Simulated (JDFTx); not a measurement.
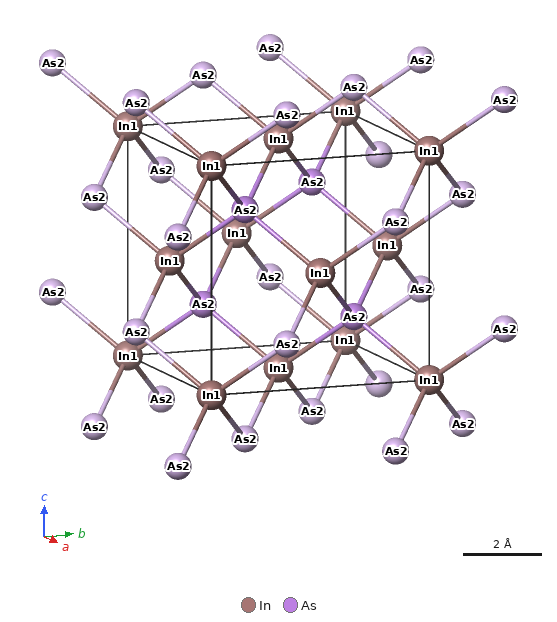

**Figure 1.** The structure (ball-and-stick view of the cell 4 times as large as that of the calculation, set on its symmetry axes, seen slightly off an axis; neighbours outside the cell are drawn fainter; atoms are numbered from 1 in the order of the input). Near neighbours in the crystal (not all of them lie inside the picture): In has 4 As at 2.61 Å; As has 4 In at 2.61 Å.

**Band-structure run, with input and output: InAs**

- system: InAs (F-43m, 2 atoms in the cell)
- method: Kohn-Sham DFT of a periodic cell, r2SCAN, SG15-PBE-1.2, no spin polarisation (JDFTx 1.7.0 (patched build))

The structure derives from an entry of the Crystallography Open Database.

## Input
```
include InAs.lattice
coords-type Lattice
include InAs.ionpos

ion-species pseudo/In.upf
ion-species pseudo/As.upf
elec-cutoff 40 320
elec-ex-corr mgga-x-r2scan mgga-c-r2scan
elec-smearing Fermi 0.0018374661
elec-n-bands 15
electronic-minimize nIterations 30 energyDiffThreshold 1e-06
davidson-band-ratio 1.3
forces-output-coords Cartesian
include path.kpoints
symmetries none
fix-electron-density run.$VAR

dump-name bands.$VAR
dump End Ecomponents EigStats BandEigs Kpoints Forces
```

## File InAs.lattice
```
lattice \
    0.0000000000     5.7031934441     5.7031934441 \
    5.7031934441     0.0000000000     5.7031934441 \
    5.7031934441     5.7031934441     0.0000000000
```

## File InAs.ionpos
```
ion In     0.0000000000     0.0000000000     0.0000000000 1
ion As     0.7500000000     0.7500000000     0.7500000000 1
```

## File path.kpoints
```
kpoint +0.0000000000 +0.0000000000 +0.0000000000 0.020000000000
kpoint +0.0714285714 +0.0000000000 +0.0714285714 0.020000000000
kpoint +0.1428571429 +0.0000000000 +0.1428571429 0.020000000000
kpoint +0.2142857143 +0.0000000000 +0.2142857143 0.020000000000
kpoint +0.2857142857 +0.0000000000 +0.2857142857 0.020000000000
kpoint +0.3571428571 +0.0000000000 +0.3571428571 0.020000000000
kpoint +0.4285714286 +0.0000000000 +0.4285714286 0.020000000000
kpoint +0.5000000000 +0.0000000000 +0.5000000000 0.020000000000
kpoint +0.5000000000 +0.0833333333 +0.5833333333 0.020000000000
kpoint +0.5000000000 +0.1666666667 +0.6666666667 0.020000000000
kpoint +0.5000000000 +0.2500000000 +0.7500000000 0.020000000000
kpoint +0.4375000000 +0.3125000000 +0.7500000000 0.020000000000
kpoint +0.3750000000 +0.3750000000 +0.7500000000 0.020000000000
kpoint +0.3281250000 +0.3281250000 +0.6562500000 0.020000000000
kpoint +0.2812500000 +0.2812500000 +0.5625000000 0.020000000000
kpoint +0.2343750000 +0.2343750000 +0.4687500000 0.020000000000
kpoint +0.1875000000 +0.1875000000 +0.3750000000 0.020000000000
kpoint +0.1406250000 +0.1406250000 +0.2812500000 0.020000000000
kpoint +0.0937500000 +0.0937500000 +0.1875000000 0.020000000000
kpoint +0.0468750000 +0.0468750000 +0.0937500000 0.020000000000
kpoint +0.0000000000 +0.0000000000 +0.0000000000 0.020000000000
kpoint +0.0833333333 +0.0833333333 +0.0833333333 0.020000000000
kpoint +0.1666666667 +0.1666666667 +0.1666666667 0.020000000000
kpoint +0.2500000000 +0.2500000000 +0.2500000000 0.020000000000
kpoint +0.3333333333 +0.3333333333 +0.3333333333 0.020000000000
kpoint +0.4166666667 +0.4166666667 +0.4166666667 0.020000000000
kpoint +0.5000000000 +0.5000000000 +0.5000000000 0.020000000000
kpoint +0.5250000000 +0.4500000000 +0.5250000000 0.020000000000
kpoint +0.5500000000 +0.4000000000 +0.5500000000 0.020000000000
kpoint +0.5750000000 +0.3500000000 +0.5750000000 0.020000000000
kpoint +0.6000000000 +0.3000000000 +0.6000000000 0.020000000000
kpoint +0.6250000000 +0.2500000000 +0.6250000000 0.020000000000
kpoint +0.5625000000 +0.2500000000 +0.6875000000 0.020000000000
kpoint +0.5000000000 +0.2500000000 +0.7500000000 0.020000000000
kpoint +0.5000000000 +0.2916666667 +0.7083333333 0.020000000000
kpoint +0.5000000000 +0.3333333333 +0.6666666667 0.020000000000
kpoint +0.5000000000 +0.3750000000 +0.6250000000 0.020000000000
kpoint +0.5000000000 +0.4166666667 +0.5833333333 0.020000000000
kpoint +0.5000000000 +0.4583333333 +0.5416666667 0.020000000000
kpoint +0.5000000000 +0.5000000000 +0.5000000000 0.020000000000
kpoint +0.4791666667 +0.4791666667 +0.5416666667 0.020000000000
kpoint +0.4583333333 +0.4583333333 +0.5833333333 0.020000000000
kpoint +0.4375000000 +0.4375000000 +0.6250000000 0.020000000000
kpoint +0.4166666667 +0.4166666667 +0.6666666667 0.020000000000
kpoint +0.3958333333 +0.3958333333 +0.7083333333 0.020000000000
kpoint +0.3750000000 +0.3750000000 +0.7500000000 0.020000000000
kpoint +0.6250000000 +0.2500000000 +0.6250000000 0.020000000000
kpoint +0.5833333333 +0.1666666667 +0.5833333333 0.020000000000
kpoint +0.5416666667 +0.0833333333 +0.5416666667 0.020000000000
kpoint +0.5000000000 +0.0000000000 +0.5000000000 0.020000000000
```

Launched with:
```bash
jdftx -c 1 -i bands.in -o bands.out
```

## Output
```
*************** JDFTx 1.7.0 (patched build) ***************

Input parsed successfully to the following command list (including defaults):
[... the input with its defaults ...]

---------- Initializing the Grid ----------
R =
[            0      5.70319      5.70319  ]
[      5.70319            0      5.70319  ]
[      5.70319      5.70319            0  ]
unit cell volume = 371.009
G =
[  -0.550848   0.550848   0.550848  ]
[   0.550848  -0.550848   0.550848  ]
[   0.550848   0.550848  -0.550848  ]
Minimum fftbox size, Smin = [  68  68  68  ]
Chosen fftbox size, S = [  70  70  70  ]

---------- Initializing tighter grid for wavefunction operations ----------
R =
[            0      5.70319      5.70319  ]
[      5.70319            0      5.70319  ]
[      5.70319      5.70319            0  ]
unit cell volume = 371.009
G =
[  -0.550848   0.550848   0.550848  ]
[   0.550848  -0.550848   0.550848  ]
[   0.550848   0.550848  -0.550848  ]
Minimum fftbox size, Smin = [  48  48  48  ]
Chosen fftbox size, S = [  48  48  48  ]

---------- Exchange Correlation functional ----------
Initialized LibXC exchange functional 'Re-regularized SCAN exchange by Furness et al'
Initialized LibXC correlation functional 'Re-regularized SCAN correlation by Furness et al'

---------- Setting up pseudopotentials ----------
Width of ionic core gaussian charges (only for fluid interactions / plotting) set to 0

Reading pseudopotential file 'pseudo/In.upf':
  'In' pseudopotential, 'PBE' functional
  Generated using ONCVPSP code by D. R. Hamann
  13 valence electrons, 0 orbitals, 6 projectors, 602 radial grid points, with lMax = 2
  Core radius for overlap checks: 2.64 bohrs.

Reading pseudopotential file 'pseudo/As.upf':
  'As' pseudopotential, 'PBE' functional
  Generated using ONCVPSP code by D. R. Hamann
  5 valence electrons, 0 orbitals, 6 projectors, 602 radial grid points, with lMax = 2
  Core radius for overlap checks: 2.53 bohrs.

Initialized 2 species with 2 total atoms.

Folded 50 k-points by 1x1x1 to 50 k-points.

---------- Setting up k-points, bands, fillings ----------
No reducable k-points.
Computing the number of bands and number of electrons
Calculating initial fillings.
nElectrons:  18.000000   nBands: 15   nStates: 50

----- Setting up reduced wavefunction bases (one per k-point) -----
average nbasis = 4478.580 , ideal nbasis = 4482.995

---------- Setting up ewald sum ----------
Optimum gaussian width for ewald sums = 2.590292 bohr.
Real space sum over 1331 unit cells with max indices [  5  5  5  ]
Reciprocal space sum over 2197 terms with max indices [  6  6  6  ]

---------- Allocating electronic variables ----------
Reading n from file 'run.n' ... done
Reading tau from file 'run.tau' ... done
Initializing wave functions:  (No orbitals for LCAO)  bandwidth-limited random numbers

----------- Band structure minimization -------------
Minimization will be done independently for each quantum number.

---- Minimization of quantum number:     0  [ +0.0000000 +0.0000000 +0.0000000 ]  0.040000000 ----
BandDavidson: Iter:   0  Eband: +0.304507094713875
BandDavidson: Iter:   1  Eband: +0.229141958534628  dEband: -7.536514e-02
BandDavidson: Iter:   2  Eband: +0.133365804362969  dEband: -9.577615e-02
BandDavidson: Iter:   3  Eband: +0.090337219870932  dEband: -4.302858e-02
[... 766 lines of inner loops ...]
BandDavidson: Iter:  11  Eband: +0.086267350079445  dEband: -1.063908e-06
BandDavidson: Iter:  12  Eband: +0.086266905791671  dEband: -4.442878e-07
BandDavidson: Converged (dEband<1.000000e-06)
	FillingsUpdate:  mu: +0.261758460  nElectrons: 18.000000
WARNING: these k-points are no uniform mesh, so that mu and the fillings of partly filled bands are only those of these points: take mu from the calculation that made the density or potential.

Dumping 'bands.eigStats' ...
	eMin: -0.276310 at state 49 ( [ +0.500000 +0.000000 +0.500000 ] spin 0 )
	HOMO: +0.260033 at state 0 ( [ +0.000000 +0.000000 +0.000000 ] spin 0 )
	mu  : +0.261758
	LUMO: +0.291061 at state 19 ( [ +0.046875 +0.046875 +0.093750 ] spin 0 )
	eMax: +0.711772 at state 7 ( [ +0.500000 +0.000000 +0.500000 ] spin 0 )
	HOMO-LUMO gap: +0.031028
	Optical gap  : +0.032318 at state 19 ( [ +0.046875 +0.046875 +0.093750 ] spin 0 )
Done!
```

## Summary

```json
{"quantity": "outcome", "value": "converged"}
{"quantity": "space group (tolerance 0.01 Å)", "value": "F-43m (216)"}
{"quantity": "electrons treated", "value": "18"}
{"quantity": "Fermi energy", "value": "7.112 eV"}
{"quantity": "gap on the band path", "value": "0.00 eV"}
{"quantity": "hardware", "value": "1 thread of Arm Neoverse V1, 24 GiB of memory available, shared host"}
{"quantity": "wall time", "value": "3.4 min"}
{"quantity": "peak memory", "value": "0.14 GiB"}
```

## Remarks

Points of doubt noted for this run: metagga forces on grid.
